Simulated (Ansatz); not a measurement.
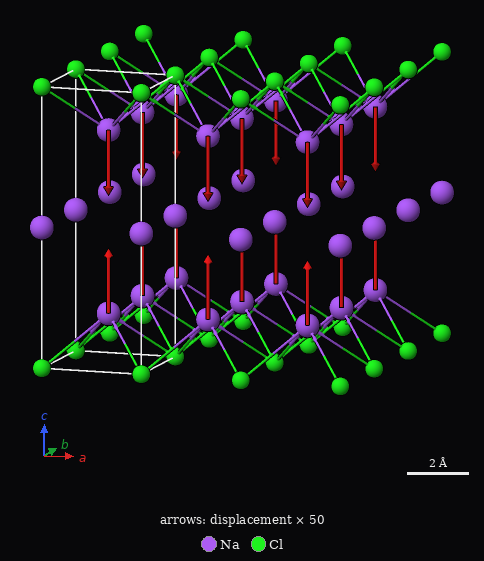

A relaxation of solid Na3Cl (set up in P4/mmm) (coarse preliminary run). The starting structure is drawn; red arrows show the displacements, 50 times their true length.

The picture is a ball-and-stick view of the cell of the calculation, repeated 3 × 3 × 1 with one cell outlined, seen slightly off an axis.

Case: input drawn at random.

The calculation used DFT LDA, scalar-relativistic, plane waves, PAW in Ansatz 0.2.0. Set-up: plane-wave cutoff 244.9 eV; occupations gaussian; smearing width 0.1 eV; no spin polarisation; atoms relaxed in a fixed cell; force threshold 0.007 eV/Å; at most 10 steps.

Atoms of which element are displaced furthest, and by how much?

Answer. Sodium: up to 0.045 Å, against 0.000 Å for chlorine.

What did the optimiser do to the structure, and how much energy did it gain?

Answer. Over 3 geometry steps the energy falls by 1.3 meV per atom. The largest force component goes from 0.11 to under 0.0001 eV/Å. The largest moves, 0.045 Å, are those of Na atoms. Cl stays in place. The cell doesn't change. Some distances before and after: Na–Na 3.308 → 3.397 Å, Cl–Na 2.969 → 2.994 Å. The space group stays P4/mmm (No. 123). The run took about 5 core-seconds on a shared host.

Limits of the set-up: the cutoff lies below the recommended one.
